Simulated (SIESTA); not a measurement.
**VO2: 7 runs along one coordinate**

System: VO2 (P4₂/mnm, 6 atoms in the cell).
Method: Kohn-Sham DFT of a periodic cell, PBE, PseudoDojo 0.4 standard, converted to PSML, spin-polarised (SIESTA 5.4.2).

The 7 runs differ only in the geometry, by an even scaling of the cell at fixed fractional positions. The structure derives from a Materials Project entry.

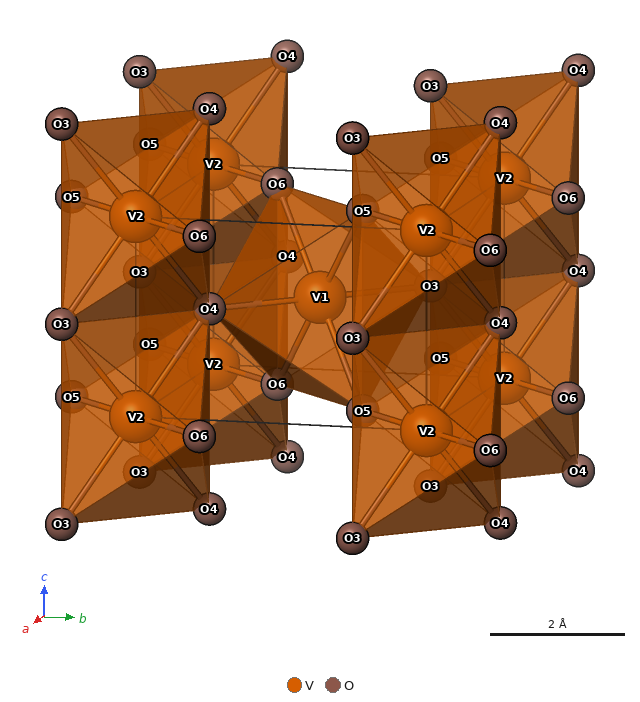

Figure 1. The structure of run 4 (polyhedral view of the cell of the calculation, seen slightly off an axis; polyhedra are completed across the faces of the cell; atoms are numbered from 1 in the order of the input).

**Input of run 4**
```
SystemName                      VO2
SystemLabel                     VO2
NumberOfSpecies                 2
NumberOfAtoms                   6
%block ChemicalSpeciesLabel
  1  23 V
  2   8 O
%endblock ChemicalSpeciesLabel

LatticeConstant                 1.0 Ang
%block LatticeVectors
     4.5072020454     0.0000000000     0.0000000000
     0.0000000000     4.5072020454     0.0000000000
     0.0000000000     0.0000000000     3.0444500000
%endblock LatticeVectors
AtomicCoordinatesFormat         Fractional
%block AtomicCoordinatesAndAtomicSpecies
     0.5000000000     0.5000000000     0.5000000000  1  V
     0.0000000000     0.0000000000     0.0000000000  1  V
     0.2003580000     0.7996420000     0.5000000000  2  O
     0.7996420000     0.2003580000     0.5000000000  2  O
     0.7003580000     0.7003580000     0.0000000000  2  O
     0.2996420000     0.2996420000     0.0000000000  2  O
%endblock AtomicCoordinatesAndAtomicSpecies

%block kgrid.MonkhorstPack
    4   0   0  0.0
    0   4   0  0.0
    0   0   6  0.0
%endblock kgrid.MonkhorstPack
XC.Functional                   GGA
XC.Authors                      PBE
PAO.BasisSize                   TZDP
PAO.EnergyShift                 0.02 Ry
Mesh.Cutoff                     800 Ry
Spin                            polarized
%block DM.InitSpin
    1   2.000
    2   2.000
    3   0.000
    4   0.000
    5   0.000
    6   0.000
%endblock DM.InitSpin
OccupationFunction              FD
ElectronicTemperature           0.05 eV
MaxSCFIterations                200
SCF.MustConverge                false
SCF.Mixer.Method                Pulay
SCF.Mixer.Weight                0.1
SCF.Mixer.History               10
SCF.DM.Tolerance                5.0e-05
SCF.H.Tolerance                 1.0e-03 eV
WriteForces                     true
Charge.Mulliken                 end
%block PAO.PolarizationScheme
  V non-perturbative
  O non-perturbative
%endblock PAO.PolarizationScheme
```

Command:
```bash
siesta < VO2.fdf > VO2.out 2>&1
```

Run 2 differs from it as follows:
```diff
-     4.5072020454     0.0000000000     0.0000000000
-     0.0000000000     4.5072020454     0.0000000000
-     0.0000000000     0.0000000000     3.0444500000
+     4.4462864423     0.0000000000     0.0000000000
+     0.0000000000     4.4462864423     0.0000000000
+     0.0000000000     0.0000000000     3.0033037399
```

**Results, with one run withheld**

| run | volume per atom (Å³) | free energy per atom, from the lowest run given (meV) | pressure (GPa) |
| --- | --- | --- | --- |
| 1 | 9.689 | 0.00 | 1.47 |
| 2 | 9.896 | ? | ? |
| 3 | 10.102 | 10.36 | −9.08 |
| 4 | 10.308 | 25.05 | −13.65 |
| 5 | 10.514 | 45.32 | −17.73 |
| 6 | 10.720 | 70.49 | −21.36 |
| 7 | 10.926 | 100.16 | −24.73 |

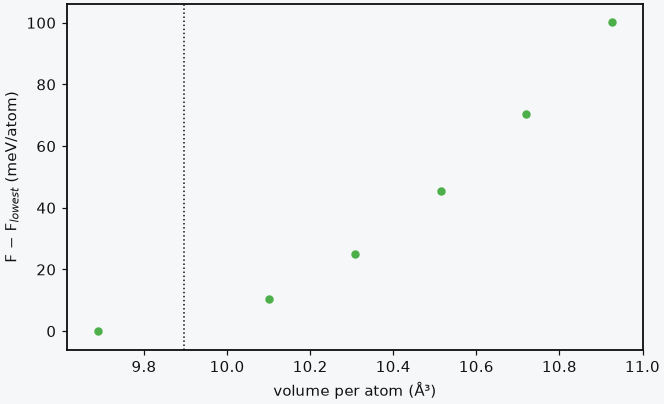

Figure 2. Free energy per atom of the runs given; the dotted line marks run 2.

Estimate the energy of run 2 from the others.

A cubic polynomial in V^(−2/3) (the Birch–Murnaghan form), fitted to the 6 runs given, misses them by at most 0.02 meV per atom. With x = V^(−2/3) − 0.21038 Å⁻², it reads F = 29.973 − 6824.9 x + 3.8512e+05 x² + 27921 x³ (meV per atom). At run 2 it gives 1.76 meV per atom, and the run itself gives 1.80. The slope of the fit gives a pressure −dF/dV of −4.12 GPa there, and the run prints −4.15 GPa. The fit has its minimum at 9.742 Å³ per atom, where V d²F/dV² gives 271 GPa. Cell shape and fractional positions are held, so this is the stiffness under even scaling; the relaxed bulk modulus wasn't computed.

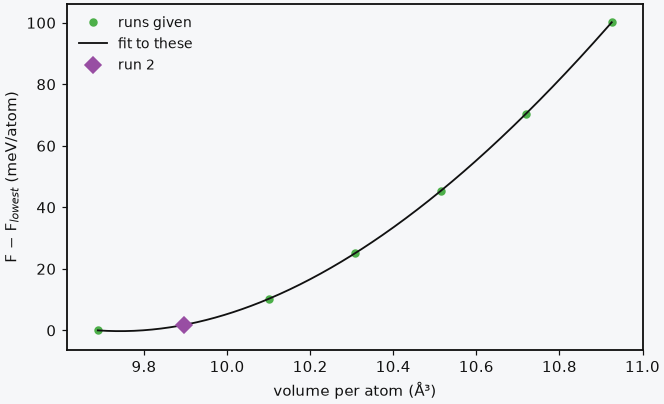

Figure 3. The fit and the withheld run.

**Some lines of the output (run 2)**
```
[...]
outcell: Cell volume (Ang**3)        :     59.3737
stepf: Fermi-Dirac step function
siesta: Etot    =     -5794.812838
siesta: FreeEng =     -5794.837924
        iscf     Eharris(eV)        E_KS(eV)     FreeEng(eV)     dDmax    Ef(eV) dHmax(eV)
siesta: E_KS(eV) =            -5818.6653
siesta: E_KS - E_eggbox =     -5818.6653
siesta: Etot    =     -5818.665342
siesta: FreeEng =     -5818.709541
siesta:         Fermi =      -4.665576
siesta: Cell volume =         59.373703 Ang**3
    Orbital volume contribution        =           2.760882 eV
```

Notes: With a small basis of atomic orbitals these values can differ much from converged plane-wave results.
